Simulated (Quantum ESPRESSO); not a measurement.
# NaCl (Fm-3m): modes at Γ and the response to a field, part 2 of 4

Which modes does NaCl (Fm-3m) have at the zone centre?

Quantum ESPRESSO 7.5; DFT LDA, scalar-relativistic, plane waves, PseudoDojo norm-conserving pseudopotentials.

So far. Step 2 (A probe with smearing): A gap of 4.7 eV opens on this mesh, so the crystal is taken as an insulator; the start stands at -2.2 GPa. Step 4 (Self-consistent run for the response): The cell stands at -0.001 GPa, close enough for phonons.

The database entry behind the starting cell differs from later determinations by our own check (an axis about 0.4 % short against later determinations), so it need not match the best structure at ambient conditions.

## 5. Zone-centre response

At q = 0 one unit cell holds all displacements; symmetry groups them into irreducible representations that are solved one by one. The response to a field gives ε∞ and the Born charges, which polar modes need.

Contents of ph.in:

```
phonons
&inputph
   prefix = 'x'
   outdir = './tmp'
   fildyn = 'g.dyn'
   tr2_ph = 1.0d-18
   epsil = .true.
/
0.000000000000 0.000000000000 0.000000000000
```

The run is started by

```
$ OMP_NUM_THREADS=1 mpirun -n 4 ph.x -nk 4 -in ph.in > ph.out
```

What it wrote:

```text
[banners, grids, parts of the stress and lines that vanish by symmetry left out]
[banner, memory and clock lines left out]
Program PHONON v.7.5

     ./tmp/x.save/

     IMPORTANT: XC functional enforced from input :
     Exchange-correlation= PW
                           (   1   4   0   0   0   0   0)
     Any further DFT definition will be discarded
     Please, verify this is what you really want

     G-vector sticks info

     Reading collected, re-writing distributed wavefunctions in ./tmp/

     Number and degeneracy of irreps per q-point
       N         xq(1)         xq(2)         xq(3)   N irreps
       1   0.000000000   0.000000000   0.000000000       2
        3   3

     Calculation of q =    0.0000000   0.0000000   0.0000000

     phonons

     bravais-lattice index     =            0
     lattice parameter (alat)  =       7.3037  a.u.
     unit-cell volume          =     275.4939 (a.u.)^3
     number of atoms/cell      =            2
     number of atomic types    =            2
     kinetic-energy cut-off    =      97.0000  Ry
     charge density cut-off    =     388.0000  Ry
     convergence threshold     =      1.0E-18
     beta                      =       0.7000
     number of iterations used =            4
     Exchange-correlation= PW
                           (   1   4   0   0   0   0   0)

     celldm(1)=    7.30369  celldm(2)=    0.00000  celldm(3)=    0.00000
     celldm(4)=    0.00000  celldm(5)=    0.00000  celldm(6)=    0.00000

     crystal axes: (cart. coord. in units of alat)
               a(1) = ( -0.7071  0.0000  0.7071 )
               a(2) = (  0.0000  0.7071  0.7071 )
               a(3) = ( -0.7071  0.7071  0.0000 )

     reciprocal axes: (cart. coord. in units 2 pi/alat)
               b(1) = ( -0.7071 -0.7071  0.7071 )
               b(2) = (  0.7071  0.7071  0.7071 )
               b(3) = ( -0.7071  0.7071 -0.7071 )

     Atoms inside the unit cell:

     Cartesian axes

     site n.  atom      mass           positions (alat units)
        1  Na     22.9898   tau(    1) = (    0.00000    0.00000    0.00000  )
        2  Cl     35.4500   tau(    2) = (   -0.70711    0.70711    0.70711  )

     Computing dynamical matrix for
                    q = (   0.0000000   0.0000000   0.0000000 )

     49 Sym.Ops. (with q -> -q+G )

     G cutoff =  524.2719  (  35629 G-vectors)     FFT grid: ( 45, 45, 45)
     number of k points=    29
                       cart. coord. in units 2pi/alat
        k(    1) = (   0.0000000   0.0000000   0.0000000), wk =   0.0039062
        k(    2) = (  -0.0883883   0.0883883  -0.0883883), wk =   0.0312500
        k(    3) = (  -0.1767767   0.1767767  -0.1767767), wk =   0.0312500
        [... further k-points left out ...]

     PseudoPot. # 1 for Na read from file:
     ./pseudo/Na.upf
     Pseudo is Norm-conserving, Zval =  9.0
     Using radial grid of 1968 points,  4 beta functions with:
                l(1) =   0
                l(2) =   0
                l(3) =   1
                l(4) =   1

     PseudoPot. # 2 for Cl read from file:
     ./pseudo/Cl.upf
     Pseudo is Norm-conserving + core correction, Zval =  7.0
     Using radial grid of 1016 points,  6 beta functions with:
                l(1) =   0
                l(2) =   0
                l(3) =   1
                l(4) =   1
                l(5) =   2
                l(6) =   2

     Mode symmetry, O_h (m-3m)  point group:

     Electric field:
     Dielectric constant
     Born effective charges as d Force / d E

     Atomic displacements:
     There are    2 irreducible representations

     Representation     1      3 modes -  To be done

     Representation     2      3 modes -  To be done

     Alpha used in Ewald sum =   2.8000

     Electric Fields Calculation

      iter #   1   av.it.:   6.2
      thresh= 1.000E-02 alpha_mix =  0.700 |ddv_scf|^2 =  9.797E-08

      iter #   2   av.it.:  12.1
      thresh= 3.130E-05 alpha_mix =  0.700 |ddv_scf|^2 =  1.451E-08

      iter #   3   av.it.:  11.7
      thresh= 1.204E-05 alpha_mix =  0.700 |ddv_scf|^2 =  6.549E-11

      iter #   4   av.it.:  12.0
      thresh= 8.093E-07 alpha_mix =  0.700 |ddv_scf|^2 =  6.914E-13

      iter #   5   av.it.:  11.9
      thresh= 8.315E-08 alpha_mix =  0.700 |ddv_scf|^2 =  3.527E-15

      iter #   6   av.it.:  12.2
      thresh= 5.939E-09 alpha_mix =  0.700 |ddv_scf|^2 =  1.420E-17

      iter #   7   av.it.:  13.1
      thresh= 3.768E-10 alpha_mix =  0.700 |ddv_scf|^2 =  4.420E-20

     End of electric fields calculation

          Dielectric constant in cartesian axis

          (       2.677478385       0.000000000       0.000000000 )
          (      -0.000000000       2.677478385      -0.000000000 )
          (       0.000000000      -0.000000000       2.677478385 )

          Effective charges (d Force / dE) in cartesian axis without acoustic sum rule applied (asr)

           atom    1  Na    Mean Z*:        1.07337
      Ex  (        1.07337       -0.00000        0.00000 )
      Ey  (       -0.00000        1.07337       -0.00000 )
      Ez  (        0.00000       -0.00000        1.07337 )
           atom    2  Cl    Mean Z*:       -1.07381
      Ex  (       -1.07381        0.00000        0.00000 )
      Ey  (        0.00000       -1.07381       -0.00000 )
      Ez  (        0.00000       -0.00000       -1.07381 )

          Effective charges Sum: Mean:       -0.00045
             -0.00045       -0.00000        0.00000
             -0.00000       -0.00045       -0.00000
              0.00000       -0.00000       -0.00045

          Effective charges (d Force / dE) in cartesian axis with asr applied:
           atom    1  Na    Mean Z*:        1.07359
      E*x (        1.07359       -0.00000       -0.00000 )
      E*y (       -0.00000        1.07359       -0.00000 )
      E*z (       -0.00000        0.00000        1.07359 )
           atom    2  Cl    Mean Z*:       -1.07359
      E*x (       -1.07359        0.00000        0.00000 )
      E*y (        0.00000       -1.07359        0.00000 )
      E*z (        0.00000       -0.00000       -1.07359 )

     Representation #   1 modes #   1   2   3

     Self-consistent Calculation

      iter #   1   av.it.:   6.0
      thresh= 1.000E-02 alpha_mix =  0.700 |ddv_scf|^2 =  2.267E-07

      iter #   2   av.it.:  12.6
      thresh= 4.762E-05 alpha_mix =  0.700 |ddv_scf|^2 =  2.747E-08

      iter #   3   av.it.:  12.1
      thresh= 1.657E-05 alpha_mix =  0.700 |ddv_scf|^2 =  2.990E-10

      iter #   4   av.it.:  12.0
      thresh= 1.729E-06 alpha_mix =  0.700 |ddv_scf|^2 =  9.849E-13

      iter #   5   av.it.:  12.7
      thresh= 9.924E-08 alpha_mix =  0.700 |ddv_scf|^2 =  1.328E-14

      iter #   6   av.it.:  12.5
      thresh= 1.152E-08 alpha_mix =  0.700 |ddv_scf|^2 =  2.664E-17

      iter #   7   av.it.:  13.0
      thresh= 5.161E-10 alpha_mix =  0.700 |ddv_scf|^2 =  3.621E-19

     End of self-consistent calculation

     Convergence has been achieved

     Representation #   2 modes #   4   5   6

     Self-consistent Calculation

      iter #   1   av.it.:   7.7
      thresh= 1.000E-02 alpha_mix =  0.700 |ddv_scf|^2 =  1.070E-06

      iter #   2   av.it.:  12.7
      thresh= 1.034E-04 alpha_mix =  0.700 |ddv_scf|^2 =  1.127E-08

      iter #   3   av.it.:  12.9
      thresh= 1.061E-05 alpha_mix =  0.700 |ddv_scf|^2 =  1.644E-09

      iter #   4   av.it.:  12.1
      thresh= 4.055E-06 alpha_mix =  0.700 |ddv_scf|^2 =  4.376E-12

      iter #   5   av.it.:  12.9
      thresh= 2.092E-07 alpha_mix =  0.700 |ddv_scf|^2 =  1.802E-14

      iter #   6   av.it.:  12.3
      thresh= 1.342E-08 alpha_mix =  0.700 |ddv_scf|^2 =  1.509E-16

      iter #   7   av.it.:  12.8
      thresh= 1.228E-09 alpha_mix =  0.700 |ddv_scf|^2 =  1.880E-18

      iter #   8   av.it.:  13.0
      thresh= 1.371E-10 alpha_mix =  0.700 |ddv_scf|^2 =  4.823E-21

     End of self-consistent calculation

     Convergence has been achieved

     Number of q in the star =    1
     List of q in the star:
          1   0.000000000   0.000000000   0.000000000

          Dielectric constant in cartesian axis

          (       2.677478385       0.000000000       0.000000000 )
          (      -0.000000000       2.677478385      -0.000000000 )
          (       0.000000000      -0.000000000       2.677478385 )

          Effective charges (d Force / dE) in cartesian axis without acoustic sum rule applied (asr)

           atom    1  Na    Mean Z*:        1.07337
      Ex  (        1.07337       -0.00000        0.00000 )
      Ey  (       -0.00000        1.07337       -0.00000 )
      Ez  (        0.00000       -0.00000        1.07337 )
           atom    2  Cl    Mean Z*:       -1.07381
      Ex  (       -1.07381        0.00000        0.00000 )
      Ey  (        0.00000       -1.07381       -0.00000 )
      Ez  (        0.00000       -0.00000       -1.07381 )

          Effective charges Sum: Mean:       -0.00045
             -0.00045       -0.00000        0.00000
             -0.00000       -0.00045       -0.00000
              0.00000       -0.00000       -0.00045

          Effective charges (d Force / dE) in cartesian axis with asr applied:
           atom    1  Na    Mean Z*:        1.07359
      E*x (        1.07359       -0.00000       -0.00000 )
      E*y (       -0.00000        1.07359       -0.00000 )
      E*z (       -0.00000        0.00000        1.07359 )
           atom    2  Cl    Mean Z*:       -1.07359
      E*x (       -1.07359        0.00000        0.00000 )
      E*y (        0.00000       -1.07359        0.00000 )
      E*z (        0.00000       -0.00000       -1.07359 )

     Diagonalizing the dynamical matrix

     q = (    0.000000000   0.000000000   0.000000000 )

 **************************************************************************
     freq (    1) =       0.108685 [THz] =       3.625326 [cm-1]
     freq (    2) =       0.108685 [THz] =       3.625326 [cm-1]
     freq (    3) =       0.108685 [THz] =       3.625326 [cm-1]
     freq (    4) =       5.652324 [THz] =     188.541229 [cm-1]
     freq (    5) =       5.652324 [THz] =     188.541229 [cm-1]
     freq (    6) =       5.652324 [THz] =     188.541229 [cm-1]
 **************************************************************************

     Mode symmetry, O_h (m-3m)  point group:

     freq (   1-   3) =          3.6  [cm-1]   --> T_1u G_15  G_4- I
     freq (   4-   6) =        188.5  [cm-1]   --> T_1u G_15  G_4- I
```

Run time: 1.8 min. Hardware: 4 MPI ranks of Arm Neoverse V2, shared host; 7.2 min of CPU time.

Read from the output:

```yaml
miss_of_the_charge_sum_rule: 4.40e-4 e
largest_acoustic_frequency_at_the_zone_centre_before_the_sum_rule: 3.63 cm⁻¹
highest_optical_zone_centre_mode_no_lo_to_term: 188.5 cm⁻¹
lowest_optical_zone_centre_mode: 188.5 cm⁻¹
mean_high_frequency_dielectric_constant: 2.678
largest_born_charge_in_size_third_of_the_trace: 1.074 e
```

Born charge (rows field, columns displacement), before the sum rule (e), principal values of the symmetric part by kind of site:

```
atom  atoms with these values    low  middle   high   mean
 Na1                        1   1.07    1.07   1.07   1.07
 Cl2                        1  -1.07   -1.07  -1.07  -1.07
```

In full for Na1:

```
1.07 0.00 0.00
0.00 1.07 0.00
0.00 0.00 1.07
```

High-frequency dielectric tensor:

```
2.68 0.00 0.00
0.00 2.68 0.00
0.00 0.00 2.68
```

The acoustic modes at Γ come out as far as 3.6 cm⁻¹ from zero, where they should vanish, a small numerical error; the Born charges miss their sum rule by 4.4e-4 e, which is good.

## 6. Zone-centre analysis

A rigid shift of the crystal must cost nothing, but grids and finite bases break this; the acoustic sum rule is imposed before the matrix is diagonalised again. With Born charges the intensities follow, and the static dielectric tensor.

Contents of dynmat.in:

```
&input
   fildyn = 'g.dyn'
   asr = 'simple'
   fileig = 'dynmat.eig'
   lperm = .true.
/
```

The run is started by

```
$ dynmat.x -in dynmat.in > dynmat.out
```

What it wrote:

```text
[banner, memory and clock lines left out]
Program DYNMAT v.7.5

     Reading Dynamical Matrix from file g.dyn
     ...Force constants read
     ...epsilon and Z* read
     A direction for q was not specified:TO-LO splitting will be absent

     Polarizability (A^3 units)
     multiply by 0.641371 for Clausius-Mossotti correction
         5.449572   -0.000000    0.000000
         0.000000    5.449572   -0.000000
         0.000000   -0.000000    5.449572

     IR activities are in (D/A)^2/amu units

# mode   [cm-1]    [THz]      IR
    1     -0.00   -0.0000    0.0000
    2     -0.00   -0.0000    0.0000
    3     -0.00   -0.0000    0.0000
    4    188.49    5.6507    1.9068
    5    188.49    5.6507    1.9068
    6    188.49    5.6507    1.9068

Electronic dielectric permittivity tensor (relative, adimensional)
         2.677478   -0.000000    0.000000
         0.000000    2.677478   -0.000000
         0.000000   -0.000000    2.677478

 ... with zone-center polar mode contributions
         5.481515   -0.000000    0.000000
        -0.000000    5.481515    0.000000
         0.000000    0.000000    5.481515
```

Elapsed: 0.47 s, on 1 thread.

This step gave:

| Property | Result |
| --- | --- |
| mean static dielectric constant | 5.481 |

Unit eigenvectors of the mass-weighted matrix after the sum rule; no LO-TO term. The modes at Γ (shares of kinetic energy by element, %):

```
mode  frequency (cm⁻¹)  symmetry  Na %  Cl %
   1               0.0  acoustic    39    61
   2               0.0  acoustic    39    61
   3               0.0  acoustic    39    61
   4             188.5       T1u    61    39
   5             188.5       T1u    61    39
   6             188.5       T1u    61    39
```

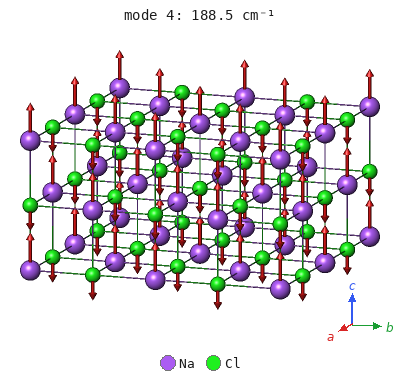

Displacement patterns of mode 4 at Γ; arrows are exaggerated. 2×2×1 conventional cells are drawn. Some periodic images of atoms are drawn too.

Degenerate modes summed, no LO-TO term. Infrared lines, with heights relative to the strongest:

```
position (cm⁻¹)  lines merged  label  IR intensity, relative
            188             3    T1u                     100
```

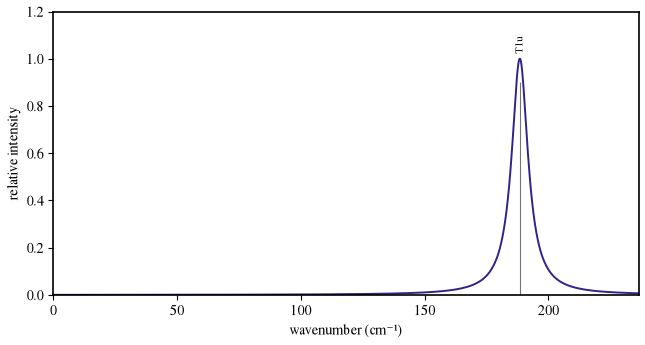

The infrared spectrum, broadened with Lorentzians of width 8 cm⁻¹; bars mark the lines.

Static dielectric tensor (ions relaxed, fixed cell):

```
5.48 0.00 0.00
0.00 5.48 0.00
0.00 0.00 5.48
```

The rule moves no optical mode by more than 0.1 cm⁻¹.

## 7. Modes along a direction of q (1 0 0)

A longitudinal polar mode sets up a macroscopic field that stiffens it; the term hangs on the direction from which q goes to zero.

Contents of dynmat.in:

```
&input
   fildyn = 'g.dyn'
   asr = 'simple'
   fileig = 'dynmat.eig'
   q(1) = 1.0
   q(2) = 0.0
   q(3) = 0.0
/
```

The run is started by

```
$ dynmat.x -in dynmat.in > dynmat.out
```

What it wrote:

```text
[banner, memory and clock lines left out]
Program DYNMAT v.7.5

     Reading Dynamical Matrix from file g.dyn
     ...Force constants read
     ...epsilon and Z* read

     Polarizability (A^3 units)
     multiply by 0.641371 for Clausius-Mossotti correction
         5.449572   -0.000000    0.000000
         0.000000    5.449572   -0.000000
         0.000000   -0.000000    5.449572

     IR activities are in (D/A)^2/amu units

# mode   [cm-1]    [THz]      IR
    1     -0.00   -0.0000    0.0000
    2     -0.00   -0.0000    0.0000
    3     -0.00   -0.0000    0.0000
    4    188.49    5.6507    1.9068
    5    188.49    5.6507    1.9068
    6    269.69    8.0851    1.9068
```

The job ended after 0.47 s (1 thread).

Read from the output:

```yaml
highest_mode_moved_by_the_lo_to_term: 269.7 cm⁻¹
```

Zone-centre frequencies as printed; negative means imaginary. Modes:

```
mode  frequency (cm⁻¹)
   1                 0
   2                 0
   3                 0
   4             188.5
   5             188.5
   6             269.7
```

The field moves one mode, from 188 to 270 cm⁻¹; the others stay.

## 8. Ground state, volume × 0.94

Bonds stiffen under compression, so frequencies follow the volume; the atoms are not relaxed anew.

Contents of scf.in:

```
&control
   calculation = 'scf'
   prefix = 'x'
   outdir = './tmp'
   pseudo_dir = './pseudo'
   tprnfor = .true.
   tstress = .true.
/
&system
   ibrav = 0
   nat = 2
   ntyp = 2
   ecutwfc = 97.0
   occupations = 'fixed'
   nbnd = 10
/
&electrons
   conv_thr = 1.0d-12
   mixing_beta = 0.7
   electron_maxstep = 100
/
ATOMIC_SPECIES
 Na     22.9898  Na.upf
 Cl     35.4500  Cl.upf
CELL_PARAMETERS angstrom
    -2.677139851    0.000000000    2.677139851
     0.000000000    2.677139851    2.677139851
    -2.677139851    2.677139851    0.000000000
ATOMIC_POSITIONS crystal
 Na     0.000000000   0.000000000   0.000000000
 Cl     0.500000000   0.500000000   0.500000000
K_POINTS automatic
 8 8 8 0 0 0
```

The run is started by

```
$ OMP_NUM_THREADS=1 mpirun -n 4 pw.x -nk 4 -in scf.in > scf.out
```

What it wrote:

```text
[banners, grids, parts of the stress and lines that vanish by symmetry left out]
[banner, memory and clock lines left out]
Program PWSCF v.7.5

[...]
kinetic-energy cutoff     =      97.0000  Ry
     charge density cutoff     =     388.0000  Ry
     scf convergence threshold =      1.0E-12
[...]
Exchange-correlation= SLA  PW   NOGX NOGC
                           (   1   4   0   0   0   0   0)
[...]
48 Sym. Ops., with inversion, found
[...]
number of k points=    29
[...]
End of self-consistent calculation
[...]
highest occupied, lowest unoccupied level (ev):     2.1315    7.4843
!    total energy              =    -124.29623760 Ry
[...]
convergence has been achieved in  10 iterations
[...]
atom    1 type  1   force =    -0.00000000   -0.00000000    0.00000000
     atom    2 type  2   force =     0.00000000    0.00000000   -0.00000000
     Total force =     0.000000     Total SCF correction =     0.000000
[...]
total   stress  (Ry/bohr**3)                   (kbar)     P=       22.99
[...]
XML data file, charge density, pseudopotentials, collected wavefunctions
```

The job ended after 6.1 s (4 MPI ranks; 24 s of CPU time).

This step gave:

* volume per atom: 19.19 Å³
* pressure: 2.299 GPa
* gap on the k-mesh: 5.353 eV

[end of part 2 of 4]

[Host names and launcher messages were left out of these logs when they were recorded.]

[Logs are printed without paths, hosts, clocks, repeated set-up lines and the standing remarks that a program may print on its own settings, such as how far it seeks lower states.]

[Hosts, paths, dates, database ids (printed as entryN), source tags and the programs' standing remarks are cut or masked in the printed files.]
